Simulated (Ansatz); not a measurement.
# Zr16S31 (charge +1): geometry relaxation (part 2 of 3)

Continued. System: Zr16S31 (defect cell, 47 atoms in the cell, total charge +1). Method: DFT PBE, scalar-relativistic, plane waves, PAW, spin-polarised (Ansatz 0.2.0); cutoff 420 eV, 2×2×2 k-mesh, Gaussian smearing of 0.01 eV, collinear spins. The structure derives from a Materials Project entry. It belongs to a series of runs on one base structure; here: S vacancy (site d), charge +1, atoms relaxed at the host's cell, started again with a moment of 3 μB.

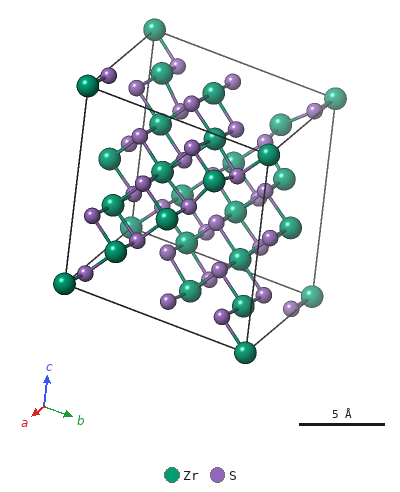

The geometry at step 2 of the log (ball-and-stick view of the cell of the calculation, seen slightly off an axis).

**Output, continued**
```
--- Forces (eV/Å), atoms counted from 1 ---
  atom   1  Zr    -0.00289085    -0.00699779    -0.00061746
  atom   2  Zr    -0.01498925    -0.00248852    -0.00880017
  atom   3  Zr     0.00289085    -0.00699779    -0.00061746
  atom   4  Zr     0.00000000     0.00455735    -0.00275002
  atom   5  Zr    -0.00866665     0.01128947    -0.00482598
  atom   6  Zr     0.00644768    -0.01294744    -0.01189352
  atom   7  Zr    -0.00732325     0.00274166    -0.00277656
  atom   8  Zr     0.01498925    -0.00248852    -0.00880017
  atom   9  Zr     0.00866665     0.01128947    -0.00482598
  atom  10  Zr    -0.00644768    -0.01294744    -0.01189352
  atom  11  Zr     0.00000000     0.00891382     0.01018865
  atom  12  Zr     0.00000000    -0.00841951     0.00158877
  atom  13  Zr    -0.00075736    -0.00292105     0.02442071
  atom  14  Zr     0.00732325     0.00274166    -0.00277656
  atom  15  Zr     0.00075736    -0.00292105     0.02442071
  atom  16  Zr     0.00000000    -0.00493704     0.01630618
  atom  17  S     -0.00251602    -0.00137482    -0.00174478
  atom  18  S      0.00369699    -0.00196255    -0.00493093
  atom  19  S      0.00251602    -0.00137482    -0.00174478
  atom  20  S      0.00000000    -0.00534638    -0.00240649
  atom  21  S      0.00000000    -0.00327455    -0.00619017
  atom  22  S     -0.00339113     0.00164384    -0.00803309
  atom  23  S      0.00139739     0.00218402    -0.00688000
  atom  24  S     -0.00002812     0.00176496    -0.00511626
  atom  25  S     -0.00369699    -0.00196255    -0.00493093
  atom  26  S      0.00339113     0.00164384    -0.00803309
  atom  27  S     -0.00139739     0.00218402    -0.00688000
  atom  28  S      0.00000000     0.00023558    -0.00909850
  atom  29  S      0.00175087     0.00112945    -0.01005271
  atom  30  S      0.00002812     0.00176496    -0.00511626
  atom  31  S     -0.00175087     0.00112945    -0.01005271
  atom  32  S      0.00235502     0.00036792     0.01003252
  atom  33  S     -0.00001975     0.00519434    -0.00021221
  atom  34  S     -0.00235502     0.00036792     0.01003252
  atom  35  S      0.00000000    -0.00354171     0.00912111
  atom  36  S      0.00544209    -0.00660609     0.00469229
  atom  37  S     -0.00264076     0.00829740     0.00726255
  atom  38  S      0.00395472     0.00079566     0.00649474
  atom  39  S      0.00001975     0.00519434    -0.00021221
  atom  40  S     -0.00544209    -0.00660609     0.00469229
  atom  41  S      0.00264076     0.00829740     0.00726255
  atom  42  S      0.00000000    -0.00556144     0.00710539
  atom  43  S      0.00000000     0.00653290    -0.00117465
  atom  44  S      0.00064073     0.00162837     0.00146890
  atom  45  S     -0.00395472     0.00079566     0.00649474
  atom  46  S     -0.00064073     0.00162837     0.00146890
  atom  47  S      0.00000000     0.00735382     0.00034020
  max |Σ_I F_I| component: 9.50e-6 eV/Å
--- Charged-cell corrections in eV (Makov–Payne, q = +1.000 e, ε = [53.016, 53.016, 3.728]) ---
  F (periodic)     = -94983.800404  (uncorrected; the corrections below are reported, never added to it)
  E_corr1          = +0.072490  (monopole, q²α_M/2ε̄L, of the cell on which ε is isotropic)
  F Makov-Payne    = -94983.727914  (F + E_corr1; no measured alignment; for a localised charge, not one spread in a band: unchecked)
  no potential alignment in this run, which stands beside a crystal: run the host's input off ansatz write-host-input, and read the two finished runs by ansatz place-levels (neither reads a slab, a wire or a sheet, whose cell leaves a vacuum)
--- Band table (eV; the first three rows and the last of 8) ---
  k-point 0 ↑: bands = ["-44.0235", "-44.0233", "-43.9998", "-43.9836", "-43.9771", "-43.9748", "-43.9730", "-43.9723", "-43.9635", "-43.9634", "-43.9506", "-43.9461", "-43.8960", "-43.8703", "-43.8696", "-43.8559", "-22.1399", "-22.1308", "-22.1204", "-22.1197", "-22.1175", "-22.1115", "-22.1054", "-22.0996", "-22.0966", "-22.0871", "-22.0756", "-22.0688", "-22.0451", "-22.0413", "-22.0271", "-22.0252", "-22.0169", "-22.0118", "-22.0088", "-22.0025", "-21.9977", "-21.9970", "-21.9937", "-21.9903",
      "-21.9868", "-21.9833", "-21.9793", "-21.9754", "-21.9752", "-21.9714", "-21.9656", "-21.9643", "-21.9594", "-21.9582", "-21.9500", "-21.9486", "-21.9355", "-21.9221", "-21.9214", "-21.9097", "-21.9008", "-21.8945", "-21.8892", "-21.8841", "-21.8763", "-21.8755", "-21.8666", "-21.8608", "-7.2544", "-7.2383", "-7.2028", "-7.1917", "-6.7573", "-6.7356", "-6.7045", "-6.6856", "-6.6709", "-6.6283", "-6.6064", "-6.5836", "-6.5451", "-6.5381", "-6.5223", "-6.5034",
      "-6.4880", "-6.4777", "-6.4154", "-6.3885", "-6.3857", "-6.3724", "-6.3553", "-6.3478", "-6.3355", "-6.3288", "-6.3158", "-6.2644", "-6.2540", "-6.2387", "-6.2300", "1.0351", "1.0788", "1.1067", "1.1519", "1.1658", "1.1845", "1.2101", "1.2318", "1.2527", "1.2705", "1.3403", "1.4057", "1.4371", "1.4652", "1.5106", "1.6629", "1.7794", "1.7898", "1.8024", "1.8198", "1.8399", "1.8484", "1.8574", "1.8756", "1.8937",
      "1.9199", "1.9360", "1.9533", "1.9678", "2.0130", "2.0568", "2.0914", "2.1453", "2.4110", "2.4228", "2.4291", "2.4840", "2.5023", "2.5226", "2.5419", "2.5537", "2.5555", "2.5720", "2.5958", "2.6015", "2.6183", "2.6637", "2.6720", "2.6948", "2.7136", "2.7540", "2.7577", "2.7750", "2.7927", "2.8143", "2.8437", "2.8809", "2.9110", "2.9371", "2.9916", "3.0306", "3.0765", "3.1519", "3.1674", "3.3508",
      "3.3786", "3.3848", "3.4216", "3.4267", "3.5094", "3.5338", "3.5791", "3.6190", "3.6323", "3.6600", "3.7097", "3.7617", "3.8025", "3.8485", "3.8731", "3.9077", "3.9287", "4.0221", "4.0398", "4.0751", "4.1051", "4.1330", "4.1746", "4.2344", "4.2829", "4.3919", "4.4279", "4.5009", "6.1932", "6.2128", "6.2240", "6.3394", "6.4143", "6.4901", "6.5339", "6.6300", "6.6654", "6.6722", "6.7199", "6.7339",
      "6.8187", "6.9126", "6.9606", "7.0072", "7.0588", "7.0822", "7.1907", "7.3269", "7.3671", "7.6489", "7.6613", "7.7441", "7.7908", "7.8212", "7.8875", "7.9231", "7.9357", "7.9513", "8.0113", "8.0232", "8.0373", "8.0917", "8.1052", "8.1603", "8.1858", "8.2214", "8.2809", "8.2949", "8.3479", "8.4115", "8.4307", "8.4541", "8.4625", "8.5479", "8.6763", "8.7165", "8.7713"]
  k-point 1 ↑: bands = ["-44.0235", "-44.0232", "-43.9998", "-43.9836", "-43.9771", "-43.9744", "-43.9738", "-43.9718", "-43.9639", "-43.9631", "-43.9507", "-43.9461", "-43.8960", "-43.8703", "-43.8696", "-43.8559", "-22.1417", "-22.1345", "-22.1314", "-22.1229", "-22.1205", "-22.1093", "-22.1083", "-22.1046", "-22.0917", "-22.0802", "-22.0466", "-22.0422", "-22.0403", "-22.0367", "-22.0313", "-22.0219", "-22.0200", "-22.0177", "-22.0167", "-22.0062", "-22.0005", "-21.9986", "-21.9978", "-21.9945",
      "-21.9941", "-21.9878", "-21.9833", "-21.9827", "-21.9747", "-21.9716", "-21.9714", "-21.9643", "-21.9626", "-21.9567", "-21.9517", "-21.9442", "-21.9312", "-21.9277", "-21.9114", "-21.9111", "-21.9038", "-21.8950", "-21.8853", "-21.8813", "-21.8803", "-21.8708", "-21.8676", "-21.8578", "-7.3520", "-7.2947", "-7.0200", "-6.9719", "-6.9371", "-6.9319", "-6.7231", "-6.6835", "-6.6409", "-6.6074", "-6.5900", "-6.5765", "-6.5555", "-6.5164", "-6.4955", "-6.4822",
      "-6.4469", "-6.4250", "-6.4236", "-6.4019", "-6.3992", "-6.3906", "-6.3813", "-6.3696", "-6.3584", "-6.3189", "-6.3069", "-6.2815", "-6.2397", "-6.2224", "-6.2204", "0.9353", "0.9478", "0.9748", "1.0431", "1.0671", "1.1274", "1.2371", "1.3334", "1.3892", "1.4010", "1.4414", "1.5236", "1.5533", "1.5790", "1.5827", "1.6706", "1.6977", "1.7234", "1.7935", "1.8211", "1.8546", "1.8653", "1.8889", "1.8997", "1.9334",
      "1.9685", "1.9697", "2.0040", "2.0491", "2.0656", "2.0985", "2.1296", "2.1387", "2.3300", "2.4051", "2.4138", "2.4571", "2.5017", "2.5094", "2.5215", "2.5396", "2.5446", "2.5616", "2.5841", "2.5915", "2.5922", "2.6122", "2.6541", "2.6651", "2.6924", "2.7125", "2.7704", "2.7842", "2.8066", "2.8137", "2.8407", "2.8527", "2.8620", "2.8838", "2.9032", "2.9250", "2.9505", "3.0302", "3.0504", "3.1341",
      "3.2008", "3.3404", "3.3608", "3.4439", "3.4769", "3.6436", "3.6683", "3.6946", "3.7533", "3.7567", "3.7650", "3.8453", "3.8680", "3.9146", "3.9166", "3.9366", "3.9601", "3.9792", "4.0163", "4.0524", "4.0726", "4.1905", "4.2031", "4.3313", "4.4140", "4.4412", "4.5127", "4.5580", "6.0764", "6.1813", "6.2742", "6.3078", "6.3411", "6.3426", "6.3987", "6.4409", "6.5605", "6.6266", "6.7504", "6.7618",
      "6.8272", "7.0156", "7.1024", "7.1214", "7.2007", "7.2193", "7.2622", "7.3925", "7.4328", "7.5294", "7.6076", "7.6450", "7.6993", "7.8032", "7.8336", "7.8529", "7.9168", "7.9787", "7.9940", "8.0745", "8.0874", "8.1173", "8.1271", "8.1772", "8.2043", "8.2899", "8.3115", "8.3129", "8.3788", "8.3800", "8.4174", "8.4326", "8.4617", "8.5466", "8.5968", "8.6914", "8.7172"]
  k-point 2 ↑: bands = ["-44.0235", "-44.0232", "-43.9998", "-43.9837", "-43.9768", "-43.9746", "-43.9737", "-43.9720", "-43.9639", "-43.9631", "-43.9506", "-43.9461", "-43.8960", "-43.8703", "-43.8696", "-43.8559", "-22.1556", "-22.1467", "-22.1450", "-22.1139", "-22.1102", "-22.1041", "-22.0930", "-22.0905", "-22.0828", "-22.0608", "-22.0538", "-22.0482", "-22.0435", "-22.0412", "-22.0381", "-22.0298", "-22.0245", "-22.0214", "-22.0135", "-22.0072", "-22.0038", "-21.9988", "-21.9984", "-21.9948",
      "-21.9905", "-21.9866", "-21.9831", "-21.9801", "-21.9778", "-21.9742", "-21.9735", "-21.9646", "-21.9629", "-21.9571", "-21.9457", "-21.9437", "-21.9375", "-21.9363", "-21.9097", "-21.9097", "-21.8958", "-21.8921", "-21.8898", "-21.8826", "-21.8812", "-21.8749", "-21.8586", "-21.8567", "-7.4710", "-7.0874", "-7.0636", "-6.9712", "-6.9465", "-6.7517", "-6.7390", "-6.7136", "-6.7029", "-6.6498", "-6.6470", "-6.6391", "-6.5424", "-6.5149", "-6.4851", "-6.4728",
      "-6.4709", "-6.4468", "-6.4378", "-6.4083", "-6.4080", "-6.3892", "-6.3868", "-6.3783", "-6.3727", "-6.3673", "-6.3002", "-6.2821", "-6.2166", "-6.1549", "-6.1452", "0.6977", "0.7522", "0.7565", "1.2077", "1.3010", "1.3355", "1.3767", "1.4029", "1.4457", "1.4775", "1.4984", "1.5127", "1.5652", "1.6273", "1.6499", "1.7071", "1.7239", "1.7471", "1.7735", "1.7755", "1.8021", "1.8271", "1.8337", "1.8833", "1.9008",
      "1.9311", "1.9379", "2.0454", "2.1092", "2.1743", "2.1934", "2.2261", "2.2288", "2.2693", "2.3118", "2.3515", "2.3532", "2.3841", "2.4253", "2.4440", "2.4944", "2.5052", "2.5214", "2.5337", "2.5508", "2.5704", "2.5862", "2.6120", "2.6481", "2.6971", "2.7229", "2.7314", "2.7563", "2.7677", "2.8041", "2.8419", "2.8648", "2.9118", "2.9311", "2.9739", "2.9777", "3.0047", "3.0603", "3.0658", "3.1145",
      "3.2158", "3.3394", "3.3685", "3.4157", "3.4552", "3.4854", "3.4916", "3.5953", "3.6895", "3.6976", "3.7620", "3.7786", "3.8386", "3.8911", "3.9300", "3.9440", "3.9919", "4.0267", "4.0565", "4.0827", "4.1711", "4.2208", "4.2614", "4.4117", "4.4879", "4.4973", "4.6317", "4.6510", "5.9967", "6.0873", "6.0983", "6.3024", "6.4096", "6.5076", "6.5101", "6.5774", "6.5779", "6.7815", "6.8208", "6.9268",
      "6.9440", "6.9549", "7.0077", "7.0187", "7.1936", "7.2247", "7.2270", "7.2410", "7.3100", "7.4488", "7.5370", "7.5652", "7.6860", "7.7300", "7.7796", "7.8372", "7.9066", "7.9450", "7.9675", "8.0320", "8.0869", "8.1148", "8.2073", "8.2316", "8.2669", "8.2926", "8.3266", "8.3494", "8.3998", "8.4197", "8.4803", "8.4993", "8.5467", "8.5820", "8.6309", "8.6762", "8.7055"]
  k-point 3 ↓: bands = ["-44.0174", "-44.0173", "-43.9885", "-43.9701", "-43.9623", "-43.9612", "-43.9588", "-43.9567", "-43.9482", "-43.9480", "-43.9351", "-43.9305", "-43.8813", "-43.8631", "-43.8625", "-43.8499", "-22.1343", "-22.1235", "-22.1190", "-22.1189", "-22.1098", "-22.1095", "-22.0785", "-22.0685", "-22.0588", "-22.0538", "-22.0523", "-22.0455", "-22.0345", "-22.0332", "-22.0196", "-22.0125", "-22.0084", "-22.0034", "-22.0000", "-21.9943", "-21.9854", "-21.9840", "-21.9824", "-21.9787",
      "-21.9769", "-21.9673", "-21.9641", "-21.9600", "-21.9538", "-21.9512", "-21.9497", "-21.9465", "-21.9408", "-21.9338", "-21.9291", "-21.9290", "-21.9275", "-21.9162", "-21.9007", "-21.8928", "-21.8859", "-21.8801", "-21.8732", "-21.8689", "-21.8681", "-21.8597", "-21.8556", "-21.8498", "-7.3828", "-7.3315", "-6.9245", "-6.8879", "-6.8741", "-6.8457", "-6.7436", "-6.7168", "-6.6867", "-6.6457", "-6.6355", "-6.6126", "-6.6009", "-6.5778", "-6.5226", "-6.5089",
      "-6.4742", "-6.4588", "-6.4267", "-6.4030", "-6.3884", "-6.3774", "-6.3675", "-6.3398", "-6.3329", "-6.2866", "-6.2741", "-6.2541", "-6.2433", "-6.2071", "-6.1813", "0.8733", "0.9058", "0.9214", "0.9622", "1.0437", "1.0658", "1.2027", "1.4988", "1.5365", "1.5638", "1.5915", "1.6112", "1.6421", "1.6626", "1.6843", "1.7279", "1.7331", "1.7720", "1.8017", "1.8121", "1.8483", "1.8648", "1.8957", "1.9135", "1.9216",
      "1.9442", "1.9842", "2.0105", "2.0351", "2.0485", "2.0929", "2.0968", "2.1267", "2.1441", "2.2104", "2.2420", "2.3159", "2.3416", "2.3915", "2.4240", "2.4496", "2.5136", "2.5422", "2.5745", "2.5883", "2.6329", "2.6448", "2.7029", "2.7182", "2.7467", "2.7656", "2.8005", "2.8186", "2.8333", "2.8566", "2.8786", "2.9597", "2.9735", "3.0146", "3.0332", "3.0687", "3.0755", "3.1349", "3.1623", "3.2002",
      "3.3259", "3.3783", "3.3889", "3.4193", "3.4409", "3.4887", "3.5302", "3.5531", "3.5917", "3.6300", "3.7033", "3.7396", "3.8091", "3.8204", "3.8483", "3.9110", "3.9724", "4.0541", "4.0864", "4.1092", "4.1133", "4.2161", "4.3227", "4.3887", "4.4133", "4.4359", "4.4985", "4.5544", "6.1291", "6.1644", "6.2273", "6.3342", "6.3676", "6.5834", "6.6236", "6.6651", "6.7242", "6.8028", "6.8298", "6.8890",
      "6.9167", "6.9601", "7.0232", "7.1096", "7.1185", "7.1718", "7.2432", "7.2621", "7.2969", "7.3167", "7.5302", "7.5323", "7.6535", "7.6855", "7.8451", "7.8867", "7.9805", "8.0246", "8.0540", "8.1001", "8.1582", "8.1700", "8.1909", "8.2191", "8.2644", "8.3122", "8.3438", "8.3663", "8.3991", "8.4190", "8.4474", "8.4731", "8.5602", "8.5988", "8.6655", "8.6754", "8.8385"]
```
